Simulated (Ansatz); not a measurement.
## Single-point calculation, with input and output: Al

Al (Cm, 8 atoms in the cell), computed with DFT LDA+D3(BJ), scalar-relativistic, plane waves, PAW, PAW set soft_1, no spin polarisation (Ansatz 0.2.0).

The structure derives from a Materials Project entry. Figures and captions count atoms from 1; the log counts them from 0 in places.

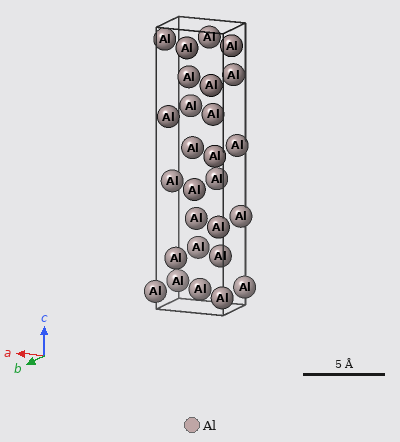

**Figure 1.** The structure (spheres-only view of the cell 2 times as large as that of the calculation, set on its symmetry axes, seen at an oblique angle). An atom can appear more than once, as a periodic image.

**Results in brief**

- outcome: converged
- space group (tolerance 0.01 Å): Cm (8)
- electrons treated: 24
- free energy: −4105.7541 eV
- Fermi energy: 8.599 eV
- gap on the k-point mesh: none (metallic)
- pressure: 0.29 GPa
- largest force (length of the vector): 0.229 eV/Å
- hardware: 2 threads of Arm Neoverse N1, 98 GiB of memory available, shared host
- wall time: 50 s (CPU time 99 s)
- peak memory: 0.64 GiB

**Notes**

Notes on the run: the PAW datasets were made with another functional; the dispersion correction has no parameters fitted for this combination and takes those fitted for PBE.

**Input file**
```yaml
crystal:
  lattice:
    - [-2.7749349733, 0.0, 0.0]
    - [-1.3874674867, -2.4031641807, 0.0]
    - [-0.9249783244, -0.5340364846, 18.213157179]
  atoms:
    - { symbol: Al, position: [-0.0138888889, -0.0138888889, 0.0625] }
    - { symbol: Al, position: [-0.125, -0.125, 0.5625] }
    - { symbol: Al, position: [0.1805555556, 0.1805555556, 0.6875] }
    - { symbol: Al, position: [0.2916666667, 0.2916666667, 0.1875] }
    - { symbol: Al, position: [-0.1805555556, -0.1805555556, 0.8125] }
    - { symbol: Al, position: [-0.0694444444, -0.0694444444, 0.3125] }
    - { symbol: Al, position: [0.4583333333, 0.4583333333, 0.9375] }
    - { symbol: Al, position: [0.5694444444, 0.5694444444, 0.4375] }
basis:
  ecutwfc: 420
kpoints:
  mp_grid: { grid: [16, 16, 3] }
hamiltonian:
  xc: lda
  pseudopotentials: { kind: paw, azcp: { folder: soft_1 } }
  dispersion: d3bj
scf:
  occupations: { method: gaussian, width: 0.15 }
output:
  forces: true
  stress: true
  eigenvalues: true
  write_density: true
  write_potential: true
  elf: true
  volumetric_format: npy
```

Command:
```bash
ansatz run input.yaml --threads 2 --pin off --max-ram 4096MiB --backend cpu --events-out ev --progress --plain --runs-dir out
```

**Log**
```
Warning: [file] the record states the generating functional pbe (its physics header spells it `PBE`), which answers neither for hamiltonian.xc's functional nor for the lda family's — results may be inconsistent (PPs are generated against a specific XC)
Warning: the engine holds no damping parameters fitted to this dispersion correction and functional, so the run takes those fitted to pbe (hamiltonian.dispersion, under Limitations)
Engine: ansatz 0.2.0, aarch64-unknown-linux-gnu
Pseudopotentials: kind: paw
Pseudopotential: Al, paw, valence charge 3, recommended cutoff 420 eV (normal), [file]
Functional definition: SPW92
  exchange = slater_x
  correlation = pw_c
Crystal: 8 atoms, lattice volume = 121.457 Å³
Basis set: ecut = 420 eV, 2383 PW (Γ)
Bands: 20, of which v1, the nominal top of the filled ones, is band 12 counted from 1 (11 counted from 0)
Symmetry: 2 space group operations
Space group: Cm (ITA 8), of the structure as read, at distance tolerance 5.0e-5 Å
k-points: 209 of 768 (time reversal used)
Non-local potential: Al, projectors of the file, l = 0: 2, l = 1: 2, l = 2: 1
PAW form: soft (Blöchl's): semilocal exchange-correlation on the pseudo side does not see the compensation charge
PAW frozen core: Al, regenerated for the run's functional, and the local potential with it (the file was generated under x = pbe(κ = 0.804, μ = 0.2195149727645171), c = pbe(β = 0.06672455060314922))
PAW one-centre angular grid: Al, 110 points (default); XC on 64 Gauss nodes
Initial density: superposition of atomic densities (chi_scale 0.1, normalization cell)
Initial wavefunctions: pseudopotential atomic-orbital guess
Functional: x = slater, c = lda
SCF iter   1: F=—  HF=-4106.243741 eV  |F-HF|=—  |Δ(HF+E_count)|=         —  Δρ=2.20e-2  dr2=5.95e-1  ethr=3.10e-3  ⟨swp⟩=6.4  Hψ=24368  notcnv=0  defer=3
preconditioner: auto → Kerker (q_TF=auto, 2.082 Å⁻¹)  [metal: Δε(μ)=0.005 eV  Ē_g=7.701 eV  σ=0.150 eV  W_gap=0.02  n_scr=12 (ndim 8)  ℏωp=16.5 eV  f_vac=0.000  D(μ)=3.08/eV (n_scr^D=12)]
SCF iter   2: F=—  HF=-4105.927267 eV  |F-HF|=—  |Δ(HF+E_count)|=   3.16e-1  Δρ=1.43e-2  dr2=2.53e-1  ethr=2.48e-3  ⟨swp⟩=1.0  Hψ=5852  notcnv=0  defer=5
SCF iter   3: F=—  HF=-4105.755457 eV  |F-HF|=—  |Δ(HF+E_count)|=   1.72e-1  Δρ=9.90e-4  dr2=1.24e-3  ethr=1.06e-3  ⟨swp⟩=1.0  Hψ=3784  notcnv=0  defer=6
SCF iter   4: F=—  HF=-4105.754108 eV  |F-HF|=—  |Δ(HF+E_count)|=   1.35e-3  Δρ=8.56e-5  dr2=7.95e-6  ethr=5.17e-6  ⟨swp⟩=2.6  Hψ=6214  notcnv=0  defer=6
SCF iter   5: F=—  HF=-4105.754103 eV  |F-HF|=—  |Δ(HF+E_count)|=   4.83e-6  Δρ=1.86e-5  dr2=3.84e-7  ethr=3.31e-8  ⟨swp⟩=2.1  Hψ=6342  notcnv=0  defer=7
SCF iter   6: F=-4105.754103 eV  HF=-4105.754103 eV  |F-HF|=3.70e-9  |Δ(HF+E_count)|=   6.32e-8  Δρ=1.71e-6  dr2=6.30e-9  ethr=4.17e-10  ⟨swp⟩=11.1  Hψ=26728  notcnv=0
SCF 1 converged in 6 iterations: F = -4105.754103 eV  dr2 = 6.30e-9
  greatest PAW one-centre occupation: 0.466 electrons in one spin orbital (limit 2), on the Al atom at site 0 (counted from 0), in its partial waves of l = 0
```

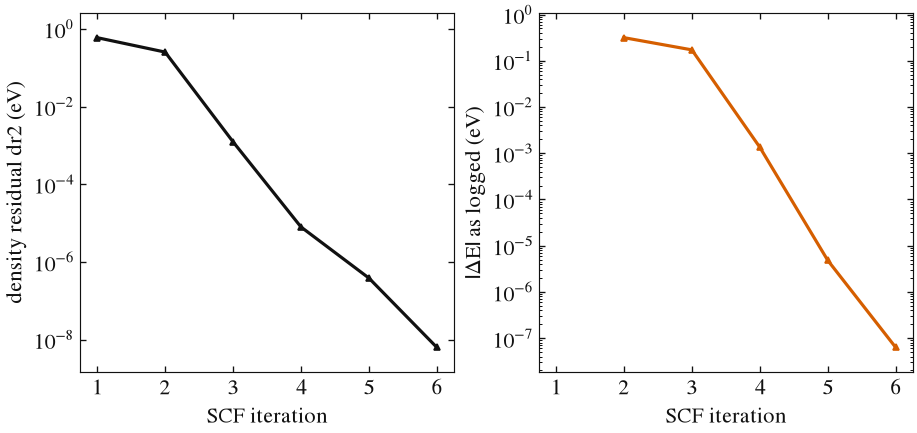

**Figure 2.** Convergence of the self-consistent field: density residual dr2 and size of the energy change against the SCF iteration. The residual falls at every step.

```
SCF converged after 6 iterations
Free energy (F): -4105.754103 eV
Harris-Foulkes:  -4105.754103 eV  (|F-HF|=3.70e-9)
Internal energy: -4105.719726 eV  (E = F + TS)
E sigma→0 (E₀):  -4105.736914 eV
Entropy (-TS):   -0.034377 eV (-4.297 meV/atom)
Fermi energy:    8.598861 eV
--- Per-component energies (eV) ---
  E_band       = 95.475641
  E_kinetic    = 190.650260
  E_local      = 89.255650  (includes V_loc(G=0)·N_el)
  E_nonlocal   = 87.223739
  E_hartree    = 0.876935
  E_xc         = -303.904895
  E_vxc        = -241.819466  (∫ρ·V_xc dr)
  E_paw        = -3562.767216  (= ΣΔE_a)
  E_vpaw       = -31.588438  (= ΣTr[D̂ρ^β])
  E_aug_tail   = -0.000033  (compensation charges beyond the density's cutoff)
  E_ewald      = -604.565142
  E_disp       = -2.934756  (pairwise vdW)
  E_core_change = 0.445733  (= ΣΔE_core)
  E_smearing   = -0.034377  (= −TS)
  E_closure    = -0.000000  (closes the sum)
  Σ components = -4105.754103   (vs F -4105.754103, Δ=0.00e0)
--- Forces (eV/Å), atoms counted from 1 ---
  atom   1  Al    -0.10930532    -0.06310746     0.14436544
  atom   2  Al     0.00306425     0.00176915    -0.00615762
  atom   3  Al    -0.00654455    -0.00377850    -0.01064168
  atom   4  Al     0.03383995     0.01953750     0.03721782
  atom   5  Al     0.03391513     0.01958091     0.05657476
  atom   6  Al    -0.00394628    -0.00227839     0.00386779
  atom   7  Al     0.04883191     0.02819312    -0.22189927
  atom   8  Al     0.00014472     0.00008355    -0.00332726
  max |Σ_I F_I| component: 1.88e-7 eV/Å
--- Stress (GPa, compression-positive) ---
       -0.120696      -0.147370      -0.120861
       -0.147370       0.049472      -0.069779
       -0.120861      -0.069779       0.931676
  P = ⅓ Tr σ = 0.2868 GPa (2.868 kbar)
--- Band table (eV; the first three rows and the last of 209) ---
  k-point 0: bands = ["-3.0657", "-2.6243", "-2.6188", "-1.2991", "-1.2978", "0.8766", "0.8780", "3.7119", "4.0377", "7.6373", "7.6434", "12.0947", "12.1102", "17.0836", "17.1278", "19.8850", "19.9498", "19.9842", "20.0450", "20.0538"]
  k-point 1: bands = ["-3.0163", "-2.8681", "-2.2772", "-1.8359", "-0.6662", "0.0596", "1.7847", "2.7773", "5.0577", "6.3065", "9.0537", "10.5426", "13.7259", "15.4014", "18.7784", "19.8971", "19.9180", "19.9746", "19.9968", "20.0459"]
  k-point 2: bands = ["-2.9659", "-2.5347", "-2.5095", "-1.2243", "-1.1756", "0.9381", "1.0100", "3.7970", "4.1414", "7.6731", "7.7879", "12.1152", "12.2488", "17.0367", "17.1601", "17.9621", "18.2169", "18.4874", "18.7477", "18.8828"]
  k-point 208: bands = ["3.1535", "3.2399", "3.2977", "3.4904", "3.6665", "4.0097", "4.1271", "4.7153", "4.9367", "5.7942", "5.9671", "6.7085", "7.3151", "8.2587", "8.5230", "9.4612", "10.3973", "11.4649", "11.7811", "12.9578"]
```

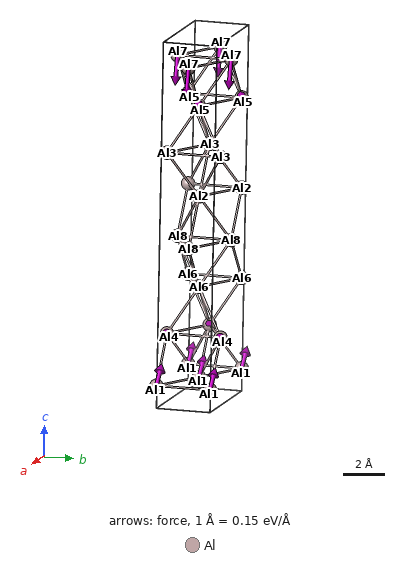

**Figure 3.** Forces on the atoms as pink arrows (ball-and-stick view of the cell 2 times as large as that of the calculation, set on its symmetry axes, seen slightly off an axis; atoms are numbered from 1 in the order of the input); the smallest are left out. The largest act on Al7 (0.23 eV/Å); Al1 (0.19 eV/Å); Al5 (0.07 eV/Å). The geometry is not a stationary point of this energy.

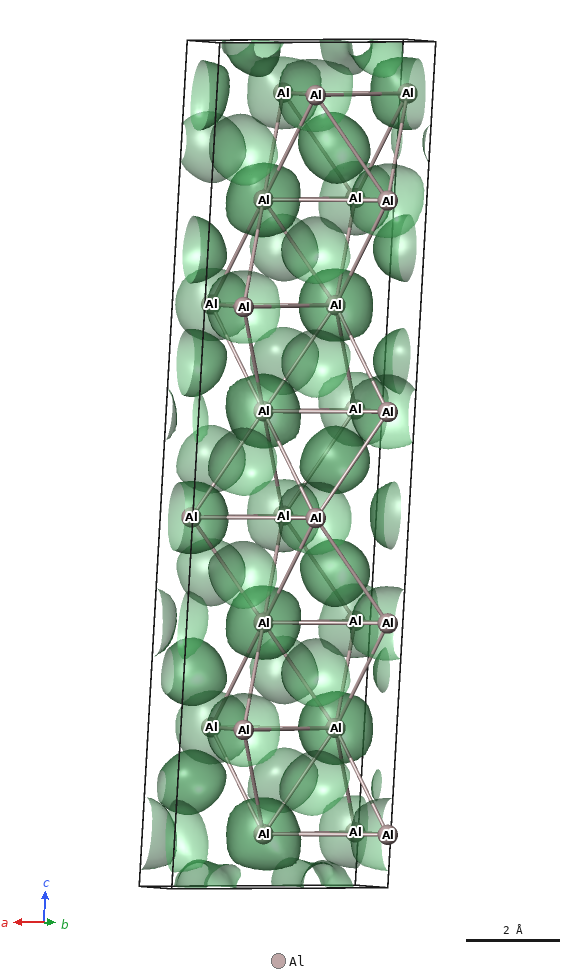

**Figure 4.** Isosurface of the electron localisation function at 0.45 (green), seen at an oblique angle. Only the valence region is drawn (cores and ρ < 0.01 e/Å³ removed). Sticks mark near contacts. The outline is the cell set on symmetry axes. Values along the shortest contacts: Al–Al (2.68 Å): the ELF peaks at about 0.70 between the atoms. Al–Al (2.77 Å): the ELF peaks at about 0.65 between the atoms. Core electrons are frozen (PAW), so the fields are smoothed inside the atomic spheres.

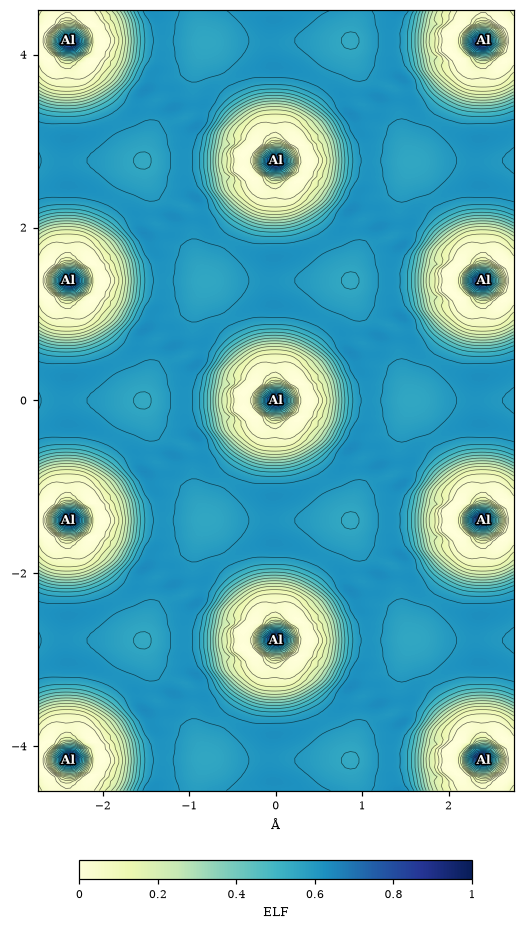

**Figure 5.** ELF on the (001) plane of the conventional cell. The section cuts through Al sites. Al–Al (2.77 Å): the ELF peaks at about 0.65 between the atoms.
